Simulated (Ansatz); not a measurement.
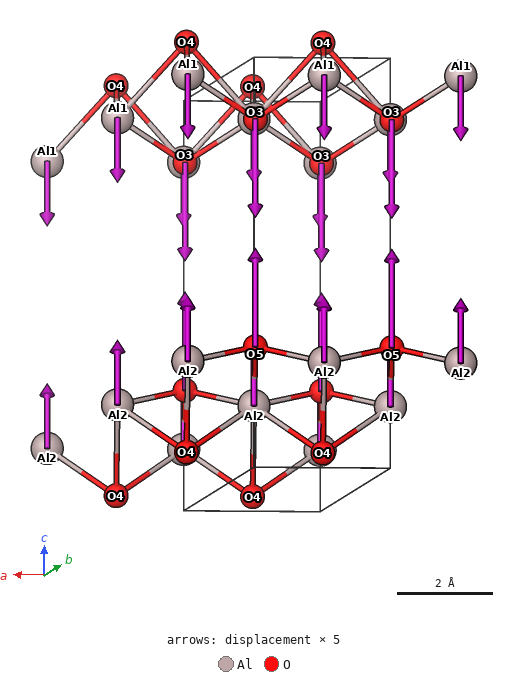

This is a relaxation of solid Al2O3 (set up in P-6m2). The starting structure is drawn; purple arrows show the displacements (the part carried along by the change of the cell is left out), magnified 5 times.

The picture is a ball-and-stick view of the cell of the calculation, repeated 2 × 2 × 1 with one cell outlined, seen from a free direction.

The run lets cell and atoms move.

Computed with Ansatz 0.2.0, Kohn-Sham DFT of a periodic cell, PBE with D4, Ansatz PAW.

The input:
```yaml
crystal:
  lattice:
    - [2.8843249483, 0.0, 0.0]
    - [-1.4421624742, 2.497898678, 0.0]
    - [0.0, 0.0, 9.33675446]
  atoms:
    - { symbol: Al, position: [0.0, 0.0, 0.85000767] }
    - { symbol: Al, position: [0.0, 0.0, 0.14999233] }
    - { symbol: O, position: [0.3333333333, 0.6666666667, 0.77768308] }
    - { symbol: O, position: [0.6666666667, 0.3333333333, 0.0] }
    - { symbol: O, position: [0.3333333333, 0.6666666667, 0.22231692] }
hamiltonian:
  xc: pbe
  pseudopotentials: { kind: paw }
  dispersion: d4
kpoints:
  mp_grid: { grid: [11, 11, 3] }
scf:
  occupations: { method: fermi_dirac, width: 0.05 }
output:
  forces: true
  stress: true
  eigenvalues: true
relax:
  f_tol: 0.01
  max_steps: 40
  cell: { stress_tol: 0.05 }
```

Command:
```bash
ansatz run input.yaml --threads 2 --pin off --max-ram 5632MiB --backend cpu --events-out ev --progress --plain --runs-dir out
```

Atoms of which element are displaced furthest, and by how much?

Oxygen: up to 0.45 Å, against 0.30 Å for aluminium.

Describe the change and its energy.

Over 11 accepted moves (16 points after the start) the energy falls by 20.0 meV per atom. Largest force component: 0.1 eV/Å at the start, 0.00077 eV/Å at the end. The pressure goes from −2.00 to −0.01 GPa. The line search rejected the trial steps at points 7, 9 of the run. At 3 points the geometry stayed and the basis and grid were re-selected for the new cell (energy shift of 2.6 meV per atom at most each time). The largest moves relative to the cell, 0.45 Å, are those of O3 and O5. O5 goes along +c. By element the largest moves are O 0.45 Å, Al 0.30 Å. The drawn cell changes as follows: a = b 2.884 → 2.866 Å (−0.6 %), c 9.337 → 7.282 Å (−22.0 %); the volume changes by −23.0 %. Near-neighbour distances that change, for instance: Al1–O4 2.176 → 2.162 Å, Al1–O3 1.797 → 1.789 Å. The space group stays P-6m2 (No. 187).
